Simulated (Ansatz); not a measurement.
CdSe: single-point calculation

CdSe (F-43m, 2 atoms in the cell), computed with DFT PBEsol, scalar-relativistic, plane waves, PAW, no spin polarisation (Ansatz 0.2.0).

The structure derives from a Materials Project entry. Figures and captions count atoms from 1; the log counts them from 0 in places.

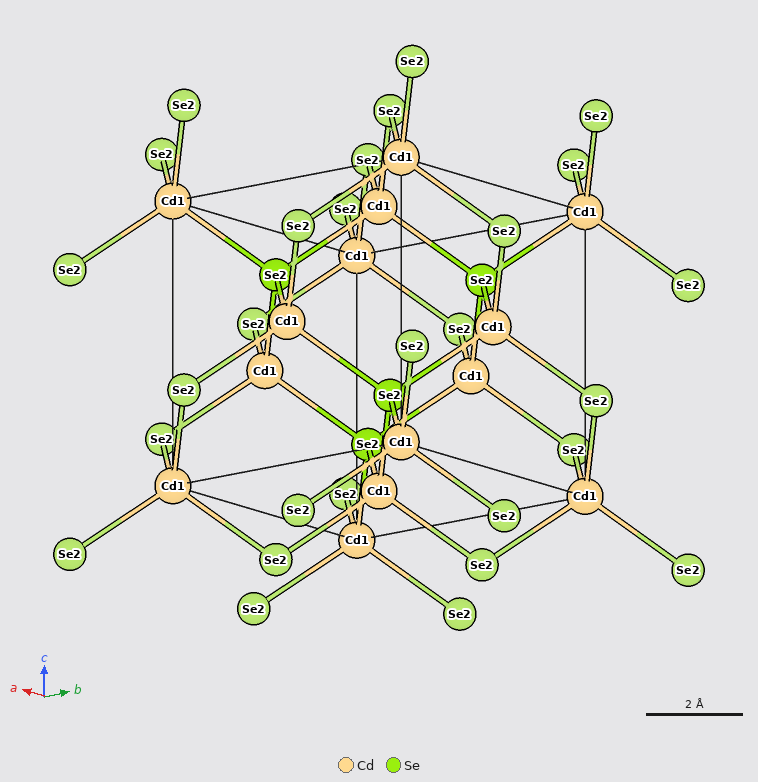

**Figure 1.** The structure as given in the input (ball-and-stick view of the cell 4 times as large as that of the calculation, set on its symmetry axes, seen at an oblique angle; neighbours outside the cell are drawn fainter; atoms are numbered from 1 in the order of the input).

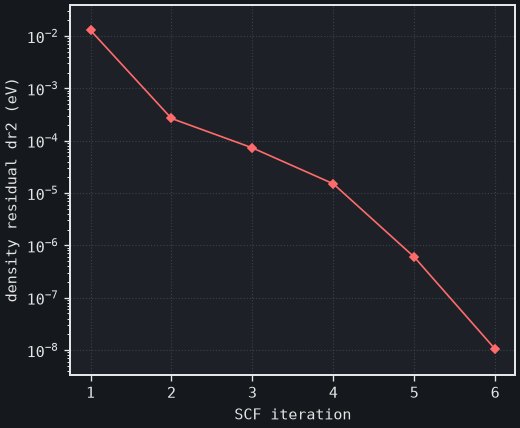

**Figure 2.** Convergence of the self-consistent field: density residual dr2 against the SCF iteration. The residual falls at every step.

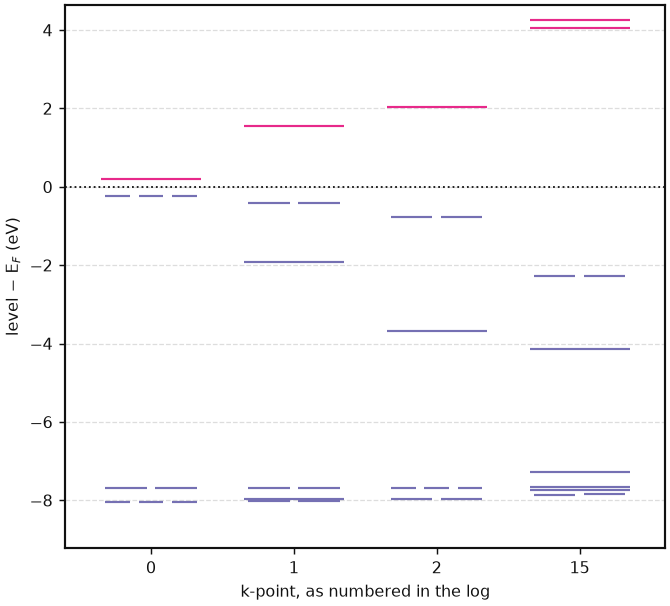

**Figure 3.** Kohn–Sham levels near the Fermi level (dotted) at the few k-points that the log prints; levels within 0.02 eV of each other stand side by side. Among these points the highest filled and lowest empty levels are 0.42 eV apart, which is the gap on the mesh.

The input that produced these results follows, with the program's output.

**Input**
```yaml
crystal:
  lattice:
    - [0.0, 3.0702711986, 3.0702711986]
    - [3.0702711986, 0.0, 3.0702711986]
    - [3.0702711986, 3.0702711986, 0.0]
  atoms:
    - { symbol: Cd, position: [0.0, 0.0, 0.0] }
    - { symbol: Se, position: [0.75, 0.75, 0.75] }
basis:
  ecutwfc: 420
kpoints:
  mp_grid: { grid: [6, 6, 6] }
hamiltonian:
  xc: pbesol
scf:
  occupations: { method: gaussian, width: 0.1 }
output:
  forces: true
  stress: true
  eigenvalues: true
```

Command:
```bash
ansatz run input.yaml --threads 2 --pin off --max-ram 5120MiB --backend cpu --events-out ev --progress --plain --runs-dir out
```

**The program's output**
```
Engine: ansatz 0.2.0, x86_64-unknown-linux-gnu
Pseudopotentials: kind: paw
Pseudopotential: Cd, paw, valence charge 20, recommended cutoff 420 eV (normal), Cd.paw.azcp
Pseudopotential: Se, paw, valence charge 16, recommended cutoff 420 eV (normal), Se.paw.azcp
Functional definition: PBEsol
  exchange = pbesol_x
  correlation = pbesol_c
Crystal: 2 atoms, lattice volume = 57.884 Å³
Basis set: ecut = 420 eV, 1139 PW (Γ), exchange–correlation on 60×60×60 points (8 copies of the dense FFT grid, shifted against one another)
Bands: 22, of which v1, the nominal top of the filled ones, is band 18 counted from 1 (17 counted from 0)
Symmetry: 24 space group operations
Space group: F-43m (ITA 216), of the structure as read, at distance tolerance 3.9e-5 Å
k-points: 16 of 216 (time reversal used)
Non-local potential: Cd, projectors of the file, l = 0: 3, l = 1: 2, l = 2: 2, l = 3: 1
Non-local potential: Se, projectors of the file, l = 0: 2, l = 1: 2, l = 2: 3, l = 3: 1
PAW form: soft (Blöchl's): semilocal exchange-correlation on the pseudo side does not see the compensation charge
PAW frozen core: Cd, regenerated for the run's functional, and the local potential with it (the file was generated under x = pbe(κ = 0.804, μ = 0.2195149727645171), c = pbe(β = 0.06672455060314922))
PAW frozen core: Se, regenerated for the run's functional, and the local potential with it (the file was generated under x = pbe(κ = 0.804, μ = 0.2195149727645171), c = pbe(β = 0.06672455060314922))
PAW one-centre angular grid: Cd, 590 points (default); XC on 64 Gauss nodes
PAW one-centre angular grid: Se, 590 points (default); XC on 64 Gauss nodes
Initial density: superposition of atomic densities (neutral atoms: chi_scale 0, normalization atom), corrected by the library's trained network
Initial wavefunctions: pseudopotential atomic-orbital guess
Functional: x = pbesol(κ = 0.804, μ = 0.12345679012345678), c = pbesol(β = 0.046)
SCF iter   1: F=—  HF=-13609.400813 eV  |F-HF|=—  |Δ(HF+E_count)|=         —  Δρ=4.23e-3  dr2=1.28e-2  ethr=1.77e-3  ⟨swp⟩=5.3  Hψ=1473  notcnv=0
preconditioner: auto → none  [insulator: Δε(μ)=0.380 eV  Ē_g=11.889 eV  σ=0.100 eV  W_gap=0.99  n_scr=14 (ndim 8)  ℏωp=20.7 eV  f_vac=0.215  D(μ)=0.00/eV (n_scr^D=0)  ε∞_Penn≈4.0]
SCF iter   2: F=—  HF=-13609.397294 eV  |F-HF|=—  |Δ(HF+E_count)|=   3.52e-3  Δρ=1.04e-3  dr2=2.66e-4  ethr=3.56e-5  ⟨swp⟩=2.0  Hψ=667  notcnv=0
SCF iter   3: F=—  HF=-13609.397326 eV  |F-HF|=—  |Δ(HF+E_count)|=   3.12e-5  Δρ=4.69e-4  dr2=7.28e-5  ethr=7.39e-7  ⟨swp⟩=2.0  Hψ=575  notcnv=0
SCF iter   4: F=—  HF=-13609.397355 eV  |F-HF|=—  |Δ(HF+E_count)|=   2.93e-5  Δρ=1.88e-4  dr2=1.50e-5  ethr=2.02e-7  ⟨swp⟩=1.9  Hψ=380  notcnv=0
SCF iter   5: F=—  HF=-13609.397360 eV  |F-HF|=—  |Δ(HF+E_count)|=   5.33e-6  Δρ=3.81e-5  dr2=5.98e-7  ethr=4.17e-8  ⟨swp⟩=2.7  Hψ=559  notcnv=0
SCF iter   6: F=-13609.397361 eV  HF=-13609.397361 eV  |F-HF|=1.04e-9  |Δ(HF+E_count)|=   3.42e-7  Δρ=4.61e-6  dr2=1.04e-8  ethr=2.78e-10  ⟨swp⟩=5.1  Hψ=1495  notcnv=0
SCF 1 converged in 6 iterations: F = -13609.397361 eV  dr2 = 1.04e-8
  greatest PAW one-centre occupation: 1.000 electrons in one spin orbital (limit 2), on the Cd atom at site 0 (counted from 0), in its partial waves of l = 0
SCF converged after 6 iterations
Free energy (F): -13609.397361 eV
Harris-Foulkes:  -13609.397361 eV  (|F-HF|=1.04e-9)
Internal energy: -13609.397350 eV  (E = F + TS)
E sigma→0 (E₀):  -13609.397355 eV
Entropy (-TS):   -0.000010 eV (-0.005 meV/atom)
Fermi energy:    7.165140 eV
--- Per-component energies (eV) ---
  E_band       = -906.791680
  E_kinetic    = 622.888595
  E_local      = -6445.324376  (includes V_loc(G=0)·N_el)
  E_nonlocal   = -555.949445
  E_hartree    = 3056.073320
  E_xc         = -278.150837
  E_vxc        = -318.291432  (∫ρ·V_xc dr)
  E_paw        = -5881.998048  (= ΣΔE_a)
  E_vpaw       = -322.266315  (= ΣTr[D̂ρ^β])
  E_aug_tail   = -0.000616  (compensation charges beyond the density's cutoff)
  E_ewald      = -4128.286353
  E_core_change = 1.350410  (= ΣΔE_core)
  E_smearing   = -0.000010  (= −TS)
  E_closure    = -0.000000  (closes the sum)
  Σ components = -13609.397361   (vs F -13609.397361, Δ=0.00e0)
--- Forces (eV/Å), atoms counted from 1 ---
  atom   1  Cd    -0.00000000     0.00000000    -0.00000000
  atom   2  Se     0.00000000    -0.00000000    -0.00000000
  max |Σ_I F_I| component: 1.16e-16 eV/Å
--- Stress (GPa, compression-positive) ---
       -1.394619       0.000000      -0.000000
        0.000000      -1.394619       0.000000
        0.000000       0.000000      -1.394619
  P = ⅓ Tr σ = -1.3946 GPa (-13.946 kbar)
--- Band table (eV; the first three rows and the last of 16) ---
  k-point 0: bands = ["-94.5109", "-55.6097", "-55.6097", "-55.6097", "-39.7249", "-39.7249", "-39.7249", "-39.7218", "-39.7218", "-5.5230", "-0.8758", "-0.8758", "-0.8758", "-0.5251", "-0.5251", "6.9418", "6.9418", "6.9418", "7.3648", "12.8051", "12.8051", "12.8051"]
  k-point 1: bands = ["-94.5109", "-55.6098", "-55.6097", "-55.6097", "-39.7249", "-39.7249", "-39.7249", "-39.7218", "-39.7218", "-5.4354", "-0.8488", "-0.8488", "-0.7922", "-0.5260", "-0.5260", "5.2338", "6.7409", "6.7409", "8.7043", "12.5265", "13.1188", "13.1188"]
  k-point 2: bands = ["-94.5109", "-55.6099", "-55.6097", "-55.6097", "-39.7249", "-39.7249", "-39.7249", "-39.7218", "-39.7218", "-5.2572", "-0.8039", "-0.8039", "-0.5160", "-0.5160", "-0.5099", "3.4903", "6.3855", "6.3855", "9.2077", "13.3115", "13.3640", "13.3640"]
  k-point 15: bands = ["-94.5109", "-55.6099", "-55.6099", "-55.6098", "-39.7250", "-39.7249", "-39.7248", "-39.7218", "-39.7217", "-5.0555", "-0.6996", "-0.6828", "-0.5846", "-0.4993", "-0.1052", "3.0188", "4.8780", "4.8971", "11.2078", "11.4333", "14.3388", "14.8085"]
```

**Summary**

```json
{"quantity": "outcome", "value": "converged"}
{"quantity": "space group (tolerance 0.01 Å)", "value": "F-43m (216)"}
{"quantity": "electrons treated", "value": "36"}
{"quantity": "free energy", "value": "−13609.3974 eV"}
{"quantity": "Fermi energy", "value": "7.165 eV"}
{"quantity": "gap on the k-point mesh", "value": "0.42 eV"}
{"quantity": "pressure", "value": "−1.39 GPa"}
{"quantity": "largest force (length of the vector)", "value": "under 0.001 eV/Å"}
{"quantity": "hardware", "value": "2 threads of Intel Xeon (Sapphire Rapids), 64 GiB of memory available, shared host"}
{"quantity": "wall time", "value": "0.78 s (CPU time 1.3 s)"}
{"quantity": "peak memory", "value": "0.38 GiB"}
```
